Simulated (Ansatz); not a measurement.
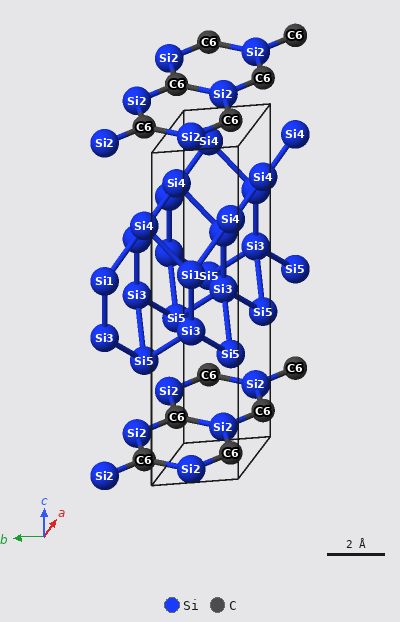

Fig. 1: The input geometry (ball-and-stick view of the cell of the calculation, repeated 3 × 2 × 1, seen at an oblique angle; atoms are numbered from 1 in the order of the input). An atom can appear more than once, as a periodic image. Near neighbours in the periodic cell (some may lie outside the picture): Si has 4 Si at 2.35 to 2.42 Å; Si has 3 C at 1.79 Å; Si has 3 Si at 2.42 Å; C has 3 Si at 1.79 Å.

Run report: Si$_{5}$C, geometry relaxation (part 1 of 3)

The run: geometry relaxation of Si$_{5}$C (P-6m2, 6 atoms in the cell). Method and program: DFT PBE, scalar-relativistic, plane waves, PAW, no spin polarisation (Ansatz 0.2.0).

The structure was made by a generator, so it may or may not be a known phase. Figures and captions count atoms from 1; the log counts them from 0 in places.

**What the program printed**
```
Engine: ansatz 0.2.0, x86_64-unknown-linux-gnu
Pseudopotentials: kind: paw
Pseudopotential: Si, paw, valence charge 4, recommended cutoff 420 eV (normal), Si.paw.azcp
Pseudopotential: C, paw, valence charge 4, recommended cutoff 420 eV (normal), C.paw.azcp
Functional definition: PBE
  parameter kappa = 0.804
  parameter beta = 0.06672455060314922
  exchange = pbe_x(kappa = kappa, mu = beta*pi^2/3)
  correlation = pbe_c(beta = beta)
Crystal: 6 atoms, lattice volume = 115.753 Å³
Basis set: ecut = 420 eV, 2231 PW (Γ), exchange–correlation on 48×48×192 points (8 copies of the dense FFT grid, shifted against one another)
Bands: 18, of which v1, the nominal top of the filled ones, is band 12 counted from 1 (11 counted from 0)
Symmetry: 12 space group operations
Space group: P-6m2 (ITA 187), of the structure as read, at distance tolerance 4.9e-5 Å
k-points: 57 of 576 (time reversal used)
Non-local potential: Si, projectors of the file, l = 0: 2, l = 1: 2, l = 2: 2
Non-local potential: C, projectors of the file, l = 0: 2, l = 1: 2, l = 2: 1
PAW form: soft (Blöchl's): semilocal exchange-correlation on the pseudo side does not see the compensation charge
PAW one-centre angular grid: Si, 110 points (default); XC on 64 Gauss nodes
PAW one-centre angular grid: C, 110 points (default); XC on 64 Gauss nodes
Initial density: superposition of atomic densities (neutral atoms: chi_scale 0, normalization atom), corrected by the library's trained network
Initial wavefunctions: pseudopotential atomic-orbital guess
Functional: x = pbe(κ = 0.804, μ = 0.2195149727645171), c = pbe(β = 0.06672455060314922)
SCF iter   1: F=—  HF=-3426.539716 eV  |F-HF|=—  |Δ(HF+E_count)|=         —  Δρ=4.69e-3  dr2=1.39e-1  ethr=1.77e-3  ⟨swp⟩=6.9  Hψ=6759  notcnv=0
preconditioner: auto → none  [insulator: Δε(μ)=0.112 eV  Ē_g=8.188 eV  σ=0.100 eV  W_gap=0.57  n_scr=8 (ndim 8)  ℏωp=16.9 eV  f_vac=0.006  D(μ)=1.64/eV (n_scr^D=6)  ε∞_Penn≈5.3]
SCF iter   2: F=—  HF=-3426.526126 eV  |F-HF|=—  |Δ(HF+E_count)|=   1.36e-2  Δρ=2.73e-3  dr2=8.03e-2  ethr=5.77e-4  ⟨swp⟩=2.7  Hψ=1738  notcnv=0  defer=72
SCF iter   3: F=—  HF=-3426.518475 eV  |F-HF|=—  |Δ(HF+E_count)|=   7.65e-3  Δρ=1.21e-3  dr2=5.36e-3  ethr=3.35e-4  ⟨swp⟩=2.0  Hψ=1137  notcnv=0  defer=72
SCF iter   4: F=—  HF=-3426.518389 eV  |F-HF|=—  |Δ(HF+E_count)|=   8.68e-5  Δρ=5.04e-4  dr2=2.82e-4  ethr=2.23e-5  ⟨swp⟩=2.2  Hψ=1150  notcnv=0  defer=72
SCF iter   5: F=—  HF=-3426.518545 eV  |F-HF|=—  |Δ(HF+E_count)|=   1.57e-4  Δρ=1.64e-4  dr2=2.17e-5  ethr=1.17e-6  ⟨swp⟩=2.2  Hψ=1520  notcnv=0  defer=72
SCF iter   6: F=—  HF=-3426.518642 eV  |F-HF|=—  |Δ(HF+E_count)|=   9.67e-5  Δρ=2.52e-5  dr2=1.57e-6  ethr=9.06e-8  ⟨swp⟩=2.2  Hψ=1653  notcnv=0  defer=66
SCF iter   7: F=-3426.518642 eV  HF=-3426.518642 eV  |F-HF|=1.82e-8  |Δ(HF+E_count)|=   4.37e-7  Δρ=4.76e-6  dr2=7.84e-8  ethr=4.17e-10  ⟨swp⟩=12.6  Hψ=8477  notcnv=0
SCF 1 converged in 7 iterations: F = -3426.518642 eV  dr2 = 7.84e-8
  greatest PAW one-centre occupation: 0.712 electrons in one spin orbital (limit 2), on the Si atom at site 4 (counted from 0), in its partial waves of l = 0
relax step   1: F+E_penalty+E_count = -3426.51864244 eV  Δ(F+E_penalty+E_count) = +0.000e0 eV  max|allowed force component| = 3.520e-1 eV/Å  Δτ_max = 0.0000 Å  P = +0.527 GPa  Ω = 115.753 Å³  (7 SCF iters, dr2 threshold 1.00e-7 eV, accepted)
Crystal: 6 atoms, lattice volume = 117.569 Å³
Basis set: ecut = 420 eV, 2279 PW (Γ), exchange–correlation on 48×48×192 points (8 copies of the dense FFT grid, shifted against one another)
Initial density: handed on by an earlier stage of this run
Initial wavefunctions: those handed on with the density
iter 1 solved again at ethr=6.00e-5 eV; its pass at ethr=3.10e-3 eV (dr2=1.44e-2 eV) is discarded
SCF iter   1: F=—  HF=-3426.560858 eV  |F-HF|=—  |Δ(HF+E_count)|=         —  Δρ=3.02e-3  dr2=1.48e-2  ethr=6.00e-5  ⟨swp⟩=1.5  Hψ=6717  notcnv=0
preconditioner: auto → none  [insulator: Δε(μ)=0.159 eV  Ē_g=8.149 eV  σ=0.100 eV  W_gap=0.67  n_scr=8 (ndim 8)  ℏωp=16.8 eV  f_vac=0.006  D(μ)=0.60/eV (n_scr^D=4)  ε∞_Penn≈5.2]
SCF iter   2: F=—  HF=-3426.556726 eV  |F-HF|=—  |Δ(HF+E_count)|=   4.13e-3  Δρ=8.85e-4  dr2=8.57e-4  ethr=6.00e-5  ⟨swp⟩=2.1  Hψ=1524  notcnv=0
SCF iter   3: F=—  HF=-3426.556555 eV  |F-HF|=—  |Δ(HF+E_count)|=   1.72e-4  Δρ=2.54e-4  dr2=1.62e-4  ethr=3.57e-6  ⟨swp⟩=2.5  Hψ=1705  notcnv=0
SCF iter   4: F=—  HF=-3426.556638 eV  |F-HF|=—  |Δ(HF+E_count)|=   8.28e-5  Δρ=1.32e-4  dr2=1.96e-4  ethr=6.74e-7  ⟨swp⟩=2.0  Hψ=1217  notcnv=0
SCF iter   5: F=—  HF=-3426.556618 eV  |F-HF|=—  |Δ(HF+E_count)|=   2.01e-5  Δρ=3.37e-5  dr2=2.81e-6  ethr=6.74e-7  ⟨swp⟩=1.8  Hψ=1163  notcnv=0
SCF iter   6: F=-3426.556617 eV  HF=-3426.556617 eV  |F-HF|=1.61e-8  |Δ(HF+E_count)|=   1.69e-7  Δρ=7.33e-6  dr2=8.18e-8  ethr=2.50e-9  ⟨swp⟩=12.3  Hψ=8520  notcnv=0
SCF 2 converged in 6 iterations: F = -3426.556617 eV  dr2 = 8.18e-8
relax step   2: F+E_penalty+E_count = -3426.55661736 eV  Δ(F+E_penalty+E_count) = -3.797e-2 eV  max|allowed force component| = 2.371e-1 eV/Å  Δτ_max = 0.0508 Å  P = +0.389 GPa  Ω = 117.569 Å³  energy of the carried Pulay correction = -6.866e-4 eV  (6 SCF iters, dr2 threshold 6.00e-7 eV, accepted)
Crystal: 6 atoms, lattice volume = 120.693 Å³
Basis set: ecut = 420 eV, 2339 PW (Γ), exchange–correlation on 48×48×192 points (8 copies of the dense FFT grid, shifted against one another)
iter 1 solved again at ethr=1.22e-4 eV; its pass at ethr=3.10e-3 eV (dr2=2.93e-2 eV) is discarded
SCF iter   1: F=—  HF=-3426.566430 eV  |F-HF|=—  |Δ(HF+E_count)|=         —  Δρ=3.83e-3  dr2=2.90e-2  ethr=1.22e-4  ⟨swp⟩=1.1  Hψ=6878  notcnv=0
preconditioner: auto → LDOS  [metal: Δε(μ)=0.114 eV  Ē_g=8.117 eV  σ=0.100 eV  W_gap=0.48  n_scr=8 (ndim 8)  ℏωp=16.6 eV  f_vac=0.016  D(μ)=0.41/eV (n_scr^D=2)  β→1.0]
SCF iter   2: F=—  HF=-3426.584356 eV  |F-HF|=—  |Δ(HF+E_count)|=   1.79e-2  Δρ=5.93e-3  dr2=1.47e-1  ethr=1.21e-4  ⟨swp⟩=2.5  Hψ=2146  notcnv=0  defer=1  recentre
SCF iter   3: F=—  HF=-3426.559781 eV  |F-HF|=—  |Δ(HF+E_count)|=   2.46e-2  Δρ=1.21e-3  dr2=1.16e-2  ethr=1.21e-4  ⟨swp⟩=2.3  Hψ=2280  notcnv=0  defer=61
SCF iter   4: F=—  HF=-3426.558358 eV  |F-HF|=—  |Δ(HF+E_count)|=   1.42e-3  Δρ=4.27e-4  dr2=7.92e-4  ethr=4.84e-5  ⟨swp⟩=1.9  Hψ=1167  notcnv=0  defer=61
SCF iter   5: F=—  HF=-3426.558263 eV  |F-HF|=—  |Δ(HF+E_count)|=   9.42e-5  Δρ=1.07e-4  dr2=8.63e-6  ethr=3.30e-6  ⟨swp⟩=2.4  Hψ=1345  notcnv=0  defer=61
SCF iter   6: F=—  HF=-3426.558339 eV  |F-HF|=—  |Δ(HF+E_count)|=   7.53e-5  Δρ=3.08e-5  dr2=9.19e-7  ethr=3.60e-8  ⟨swp⟩=2.2  Hψ=1565  notcnv=0  defer=46
SCF iter   7: F=-3426.558339 eV  HF=-3426.558339 eV  |F-HF|=1.21e-8  |Δ(HF+E_count)|=   4.16e-7  Δρ=3.66e-6  dr2=1.58e-8  ethr=2.50e-9  ⟨swp⟩=14.2  Hψ=8558  notcnv=0
SCF 3 converged in 7 iterations: F = -3426.558339 eV  dr2 = 1.58e-8
  greatest PAW one-centre occupation: 0.713 electrons in one spin orbital (limit 2), on the Si atom at site 4 (counted from 0), in its partial waves of l = 0
relax step   3: F+E_penalty+E_count = -3426.55833906 eV  Δ(F+E_penalty+E_count) = -1.722e-3 eV  max|allowed force component| = 3.662e-1 eV/Å  Δτ_max = 0.0680 Å  P = +0.000 GPa  Ω = 120.693 Å³  energy of the carried Pulay correction = -1.842e-3 eV  (7 SCF iters, dr2 threshold 6.00e-7 eV, accepted)
Crystal: 6 atoms, lattice volume = 120.220 Å³
iter 1 solved again at ethr=1.98e-5 eV; its pass at ethr=3.10e-3 eV (dr2=4.75e-3 eV) is discarded
SCF iter   1: F=—  HF=-3426.567544 eV  |F-HF|=—  |Δ(HF+E_count)|=         —  Δρ=1.16e-3  dr2=4.84e-3  ethr=1.98e-5  ⟨swp⟩=2.4  Hψ=6388  notcnv=0
preconditioner: auto → LDOS  [insulator: Δε(μ)=0.211 eV  Ē_g=8.137 eV  σ=0.100 eV  W_gap=0.52  n_scr=8 (ndim 8)  ℏωp=16.6 eV  f_vac=0.012  D(μ)=0.47/eV (n_scr^D=2)  ε∞_Penn≈5.2  β→1.0]
SCF iter   2: F=—  HF=-3426.571400 eV  |F-HF|=—  |Δ(HF+E_count)|=   3.86e-3  Δρ=2.09e-3  dr2=3.63e-2  ethr=1.98e-5  ⟨swp⟩=2.1  Hψ=1707  notcnv=0  recentre
SCF iter   3: F=—  HF=-3426.566763 eV  |F-HF|=—  |Δ(HF+E_count)|=   4.64e-3  Δρ=3.70e-4  dr2=8.78e-4  ethr=1.98e-5  ⟨swp⟩=2.1  Hψ=1697  notcnv=0
SCF iter   4: F=—  HF=-3426.566655 eV  |F-HF|=—  |Δ(HF+E_count)|=   1.08e-4  Δρ=1.29e-4  dr2=3.93e-5  ethr=3.66e-6  ⟨swp⟩=1.6  Hψ=1221  notcnv=0
SCF iter   5: F=—  HF=-3426.566722 eV  |F-HF|=—  |Δ(HF+E_count)|=   6.75e-5  Δρ=2.20e-5  dr2=3.19e-7  ethr=2.50e-9  ⟨swp⟩=11.2  Hψ=9466  notcnv=0
SCF iter   6: F=-3426.566722 eV  HF=-3426.566722 eV  |F-HF|=9.23e-9  |Δ(HF+E_count)|=   1.01e-7  Δρ=5.68e-6  dr2=2.46e-8  ethr=1.33e-9  ⟨swp⟩=7.0  Hψ=6610  notcnv=0
SCF 4 converged in 6 iterations: F = -3426.566722 eV  dr2 = 2.46e-8
relax step   4: F+E_penalty+E_count = -3426.56672209 eV  Δ(F+E_penalty+E_count) = -8.383e-3 eV  max|allowed force component| = 3.364e-2 eV/Å  Δτ_max = 0.0129 Å  P = -0.005 GPa  Ω = 120.220 Å³  energy of the carried Pulay correction = -1.669e-3 eV  (6 SCF iters, dr2 threshold 6.00e-7 eV, accepted)
Crystal: 6 atoms, lattice volume = 120.493 Å³
iter 1 solved again at ethr=2.49e-6 eV; its pass at ethr=3.10e-3 eV (dr2=5.98e-4 eV) is discarded
SCF iter   1: F=—  HF=-3426.566845 eV  |F-HF|=—  |Δ(HF+E_count)|=         —  Δρ=4.08e-4  dr2=6.12e-4  ethr=2.49e-6  ⟨swp⟩=2.7  Hψ=6347  notcnv=0
preconditioner: auto → LDOS  [insulator: Δε(μ)=0.205 eV  Ē_g=8.133 eV  σ=0.100 eV  W_gap=0.52  n_scr=8 (ndim 8)  ℏωp=16.6 eV  f_vac=0.014  D(μ)=0.47/eV (n_scr^D=2)  ε∞_Penn≈5.2  β→1.0]
SCF iter   2: F=—  HF=-3426.567084 eV  |F-HF|=—  |Δ(HF+E_count)|=   2.39e-4  Δρ=4.68e-4  dr2=2.89e-3  ethr=2.49e-6  ⟨swp⟩=2.2  Hψ=1591  notcnv=0  recentre
SCF iter   3: F=—  HF=-3426.566777 eV  |F-HF|=—  |Δ(HF+E_count)|=   3.07e-4  Δρ=2.06e-4  dr2=2.85e-4  ethr=2.49e-6  ⟨swp⟩=2.1  Hψ=1508  notcnv=0
SCF iter   4: F=—  HF=-3426.566743 eV  |F-HF|=—  |Δ(HF+E_count)|=   3.37e-5  Δρ=3.34e-5  dr2=9.62e-7  ethr=1.19e-6  ⟨swp⟩=1.8  Hψ=1132  notcnv=0
SCF iter   5: F=—  HF=-3426.566813 eV  |F-HF|=—  |Δ(HF+E_count)|=   6.99e-5  Δρ=7.02e-6  dr2=4.82e-8  ethr=2.95e-10  ⟨swp⟩=8.9  Hψ=8186  notcnv=0
SCF iter   6: F=-3426.566813 eV  HF=-3426.566813 eV  |F-HF|=8.99e-9  |Δ(HF+E_count)|=   9.61e-9  Δρ=3.01e-6  dr2=1.49e-8  ethr=2.01e-10  ⟨swp⟩=6.9  Hψ=6362  notcnv=0
SCF 5 converged in 6 iterations: F = -3426.566813 eV  dr2 = 1.49e-8
  greatest PAW one-centre occupation: 0.713 electrons in one spin orbital (limit 2), on the Si atom at site 3 (counted from 0), in its partial waves of l = 0
relax step   5: F+E_penalty+E_count = -3426.56681319 eV  Δ(F+E_penalty+E_count) = -9.110e-5 eV  max|allowed force component| = 4.438e-3 eV/Å  Δτ_max = 0.0081 Å  P = +0.020 GPa  Ω = 120.493 Å³  energy of the carried Pulay correction = -1.769e-3 eV  (6 SCF iters, dr2 threshold 7.07e-8 eV, accepted)
Crystal: 6 atoms, lattice volume = 120.830 Å³
iter 1 solved again at ethr=1.48e-6 eV; its pass at ethr=3.10e-3 eV (dr2=3.56e-4 eV) is discarded
SCF iter   1: F=—  HF=-3426.566761 eV  |F-HF|=—  |Δ(HF+E_count)|=         —  Δρ=3.71e-4  dr2=3.59e-4  ethr=1.48e-6  ⟨swp⟩=2.7  Hψ=6469  notcnv=0
preconditioner: auto → LDOS  [insulator: Δε(μ)=0.203 eV  Ē_g=8.131 eV  σ=0.100 eV  W_gap=0.50  n_scr=8 (ndim 8)  ℏωp=16.5 eV  f_vac=0.016  D(μ)=0.46/eV (n_scr^D=2)  ε∞_Penn≈5.1  β→1.0]
SCF iter   2: F=—  HF=-3426.566831 eV  |F-HF|=—  |Δ(HF+E_count)|=   6.94e-5  Δρ=3.62e-4  dr2=1.01e-3  ethr=1.48e-6  ⟨swp⟩=2.1  Hψ=1705  notcnv=0  recentre
SCF iter   3: F=—  HF=-3426.566715 eV  |F-HF|=—  |Δ(HF+E_count)|=   1.16e-4  Δρ=1.68e-4  dr2=2.19e-4  ethr=1.48e-6  ⟨swp⟩=2.1  Hψ=1585  notcnv=0
SCF iter   4: F=—  HF=-3426.566690 eV  |F-HF|=—  |Δ(HF+E_count)|=   2.55e-5  Δρ=3.45e-5  dr2=1.75e-6  ethr=9.12e-7  ⟨swp⟩=1.8  Hψ=1141  notcnv=0
SCF iter   5: F=—  HF=-3426.566755 eV  |F-HF|=—  |Δ(HF+E_count)|=   6.57e-5  Δρ=1.20e-5  dr2=1.72e-7  ethr=7.28e-9  ⟨swp⟩=2.2  Hψ=1659  notcnv=0
SCF iter   6: F=—  HF=-3426.566755 eV  |F-HF|=—  |Δ(HF+E_count)|=   8.43e-9  Δρ=3.50e-6  dr2=1.31e-8  ethr=7.16e-10  ⟨swp⟩=2.0  Hψ=1588  notcnv=0
SCF iter   7: F=—  HF=-3426.566755 eV  |F-HF|=—  |Δ(HF+E_count)|=   4.54e-9  Δρ=5.57e-7  dr2=3.22e-10  ethr=5.48e-11  ⟨swp⟩=2.1  Hψ=1555  notcnv=0
SCF iter   8: F=-3426.566755 eV  HF=-3426.566755 eV  |F-HF|=2.73e-11  |Δ(HF+E_count)|=  4.53e-10  Δρ=1.25e-7  dr2=2.05e-11  ethr=1.00e-12  ⟨swp⟩=7.0  Hψ=5052  notcnv=0
SCF 6 converged in 8 iterations: F = -3426.566755 eV  dr2 = 2.05e-11
relax step   6: F+E_penalty+E_count = -3426.56675527 eV  Δ(F+E_penalty+E_count) = +5.792e-5 eV  max|allowed force component| = 9.821e-3 eV/Å  Δτ_max = 0.0079 Å  P = +0.012 GPa  Ω = 120.830 Å³  energy of the carried Pulay correction = -1.892e-3 eV  (8 SCF iters, accepted)
Crystal: 6 atoms, lattice volume = 121.103 Å³
Basis set: ecut = 420 eV, 2351 PW (Γ), exchange–correlation on 48×48×192 points (8 copies of the dense FFT grid, shifted against one another)
iter 1 solved again at ethr=6.53e-7 eV; its pass at ethr=3.10e-3 eV (dr2=1.57e-4 eV) is discarded
SCF iter   1: F=—  HF=-3426.566657 eV  |F-HF|=—  |Δ(HF+E_count)|=         —  Δρ=2.65e-4  dr2=1.57e-4  ethr=6.53e-7  ⟨swp⟩=2.6  Hψ=6572  notcnv=0
preconditioner: auto → LDOS  [metal: Δε(μ)=0.204 eV  Ē_g=8.130 eV  σ=0.100 eV  W_gap=0.50  n_scr=8 (ndim 8)  ℏωp=16.5 eV  f_vac=0.018  D(μ)=0.45/eV (n_scr^D=2)  β→1.0]
SCF iter   2: F=—  HF=-3426.566670 eV  |F-HF|=—  |Δ(HF+E_count)|=   1.31e-5  Δρ=2.15e-4  dr2=2.89e-4  ethr=6.52e-7  ⟨swp⟩=2.1  Hψ=1699  notcnv=0
SCF iter   3: F=—  HF=-3426.566636 eV  |F-HF|=—  |Δ(HF+E_count)|=   3.39e-5  Δρ=9.16e-5  dr2=1.17e-4  ethr=6.52e-7  ⟨swp⟩=2.1  Hψ=1547  notcnv=0
SCF iter   4: F=—  HF=-3426.566622 eV  |F-HF|=—  |Δ(HF+E_count)|=   1.40e-5  Δρ=3.54e-5  dr2=5.40e-6  ethr=4.86e-7  ⟨swp⟩=1.7  Hψ=1097  notcnv=0
SCF iter   5: F=—  HF=-3426.566686 eV  |F-HF|=—  |Δ(HF+E_count)|=   6.46e-5  Δρ=8.75e-6  dr2=3.29e-7  ethr=2.25e-8  ⟨swp⟩=2.1  Hψ=1441  notcnv=0
SCF iter   6: F=—  HF=-3426.566686 eV  |F-HF|=—  |Δ(HF+E_count)|=   2.56e-8  Δρ=2.71e-6  dr2=7.57e-9  ethr=1.37e-9  ⟨swp⟩=2.5  Hψ=1561  notcnv=0
SCF iter   7: F=-3426.566686 eV  HF=-3426.566686 eV  |F-HF|=1.35e-10  |Δ(HF+E_count)|=   3.31e-9  Δρ=4.03e-7  dr2=2.00e-10  ethr=3.04e-11  ⟨swp⟩=8.1  Hψ=5794  notcnv=0
SCF 7 converged in 7 iterations: F = -3426.566686 eV  dr2 = 2.00e-10
```
